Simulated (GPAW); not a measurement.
Consider zinc-blende (GaAs)1-x(AlAs)x, x = 0.25.

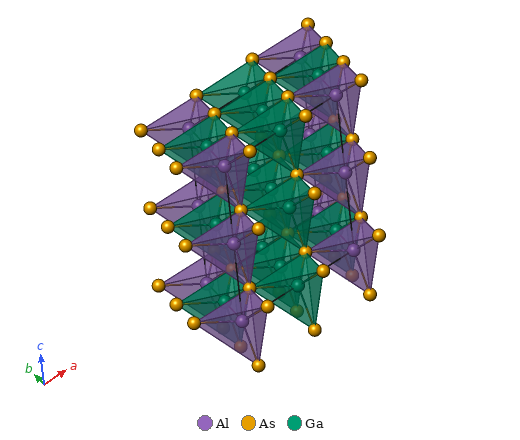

The structure (aluminium purple, arsenic orange, gallium teal). Some periodic images of atoms are drawn too.

```xyz
16
Lattice="0.0000 5.6550 5.6550 5.6550 0.0000 5.6550 5.6550 5.6550 0.0000" Properties=species:S:1:pos:R:3 pbc="T T T"
Al    5.6474   11.2860    5.6406
As    1.3978    1.3909    1.3895
Al    2.8123    2.8200    0.0104
As    4.2315    4.2355    1.3968
Ga    2.8320    0.0109    2.8262
As    4.2451    1.4151    4.2556
Ga    5.6483    2.8383    2.8332
As    7.0817    4.2392    4.2458
Ga    5.6542    8.4648    2.8198
As    1.4123    4.2459    4.2246
Ga    8.4827    5.6673    8.4688
As    4.2291    7.0763    4.2517
Ga    2.8196    2.8393    5.6551
As    4.2418    4.2425    7.0712
Ga    5.6538    5.6517    5.6485
As    7.0569    7.0794    7.0641
```

Absorber: atom 6, with 1 Al at 2.44 Å and 3 Ga at 2.45 Å (tetrahedral). Method: GPAW, PBE, excited-electron core hole (neutral cell), 16-atom cell with 8.0 Å between holes, 4×4×4 k points, dipole transitions, Gaussian full width 2.14 eV up to 4 eV, rising linearly to 3.5 eV at 25 eV.

Where do the maxima of the As K edge fall?

Main maxima up to 27 eV above the zero (height): 4.4 eV (1.48), 7.2 eV (1.32), 13.4 eV (0.88), 18.4 eV (0.93) and 25.6 eV (1.09). A K edge sees empty p states on the absorber. 

The As K spectrum (energy from the bottom of the conduction band, which holds the excited electron; intensity scaled to a mean of 1 over the first 20 eV):

```
E (eV)  intensity
  -2.0       0.00
  -0.5       0.08
   1.0       0.70
   2.5       1.13
   4.0       1.43
   5.5       1.31
   7.0       1.31
   8.5       1.19
  10.0       0.96
  11.5       0.81
  13.0       0.87
  14.5       0.82
  16.0       0.76
  17.5       0.89
  19.0       0.91
  20.5       0.90
  22.0       0.90
  23.5       0.89
  25.0       1.05
  26.5       1.02
```

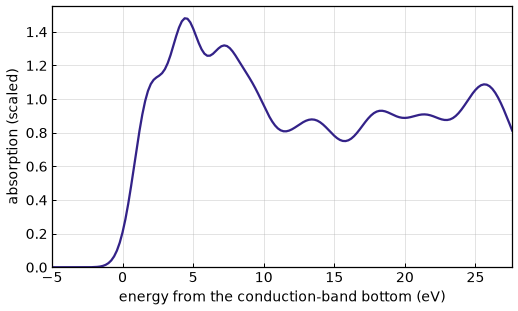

The As K edge.

The script folds with a Gaussian, whereas the core hole's own line is a Lorentzian, so the onset is too steep and the first peak too high.

[Banner, clock and machine lines of the logs are left out without a mark of their own.]

[Logs are printed without paths, hosts, clocks, repeated set-up lines and the standing remarks that a program may print on its own settings, such as how far it seeks lower states.]

[Hosts, paths, dates, database ids (printed as entryN), source tags and the programs' standing remarks are cut or masked in the printed files.]

[Lists of maxima count a maximum above −3 eV only where it reaches 4 % of the highest in the window and stands out from its surroundings by 2 % of it (1.5 % where it reaches 55 %); shoulders and weaker maxima are passed over, and of the rest the first, up to two pre-edge ones and the few strongest are named.]
